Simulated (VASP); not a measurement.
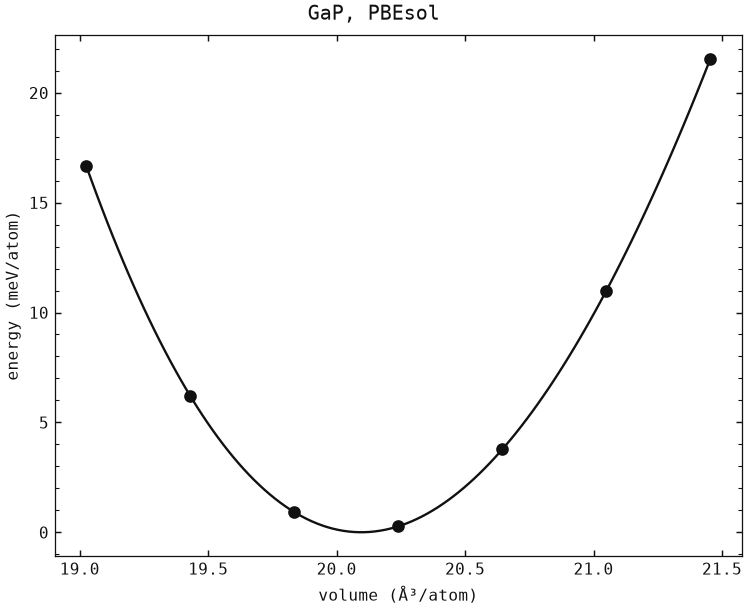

The picture above shows the energy against volume for GaP, space group F-43m (No. 216).

Structure:
```
CELL_PARAMETERS angstrom
0.00000 2.72525 2.72525
2.72525 0.00000 2.72525
2.72525 2.72525 0.00000
ATOMIC_POSITIONS crystal
Ga 0.00000 0.00000 0.00000
P 0.75000 0.75000 0.75000
```

Method: plane-wave DFT, no spin polarisation; energies at scaled volumes of the given cell, shape and fractions fixed, counted from the fit's minimum, third-order Birch-Murnaghan fit (VASP 6.6.1). Level: PBEsol.

k mesh 8×8×8; occupations Fermi–Dirac; smearing width 0.05 eV; potentials VASP PAW PBE potentials, recommended; wave cutoff 520 eV.

This calculation gives: equilibrium volume 20.10 Å³/atom and bulk modulus 84.7 GPa.

Now Ga is replaced by In on all its sites, which gives InP in the same structure. How do these quantities change?

The equilibrium volume rises from 20.10 to 25.40 Å³/atom (+26 %) and the bulk modulus falls from 84.7 to 66.6 GPa (−21 %).

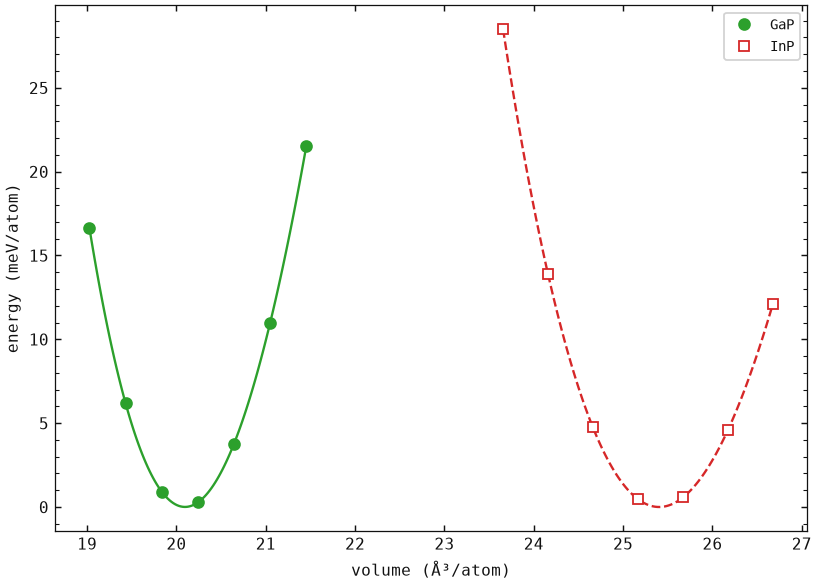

The two results together.

V0 and the bulk modulus come from third-order Birch–Murnaghan fits.
